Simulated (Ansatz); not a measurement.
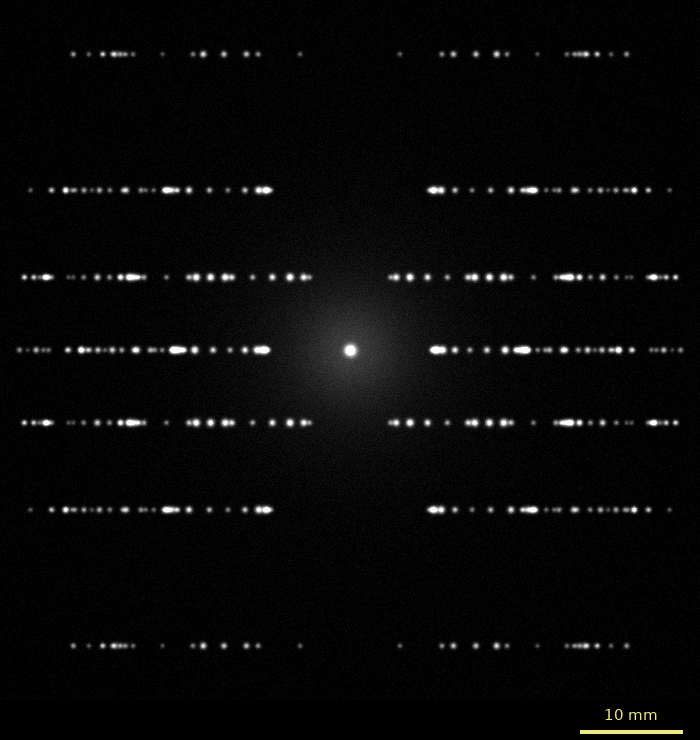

Simulated X-ray rotation photograph: Mo Kα radiation (λ = 0.7107 Å), cylindrical film of radius 30.0 mm unrolled, rotation axis vertical and normal to the beam, kinematic intensities without Lorentz or polarisation factors, the film spanning ±63° about the beam; spots down to d = 0.67 Å.

### What lattice repeat along the rotation axis do the layer lines give?

The first layer line lies 7.2 mm from the equator, so tan ν = 0.239, sin ν = 0.232 and the period is λ/sin ν = 3.06 Å. Further lines follow at 15.7, 29.2 mm.

The crystal is Li, space group P6_3/mmc (No. 194), a = 3.059 Å, c = 9.969 Å (hexagonal axes). Structure: the input geometry of an electronic-structure calculation (not necessarily at equilibrium); the starting structure was generated, so it need not be a known form of this composition.

### About which axis was it rotated?

About [100] (or an equivalent direction), whose length in the conventional cell is 3.059 Å.
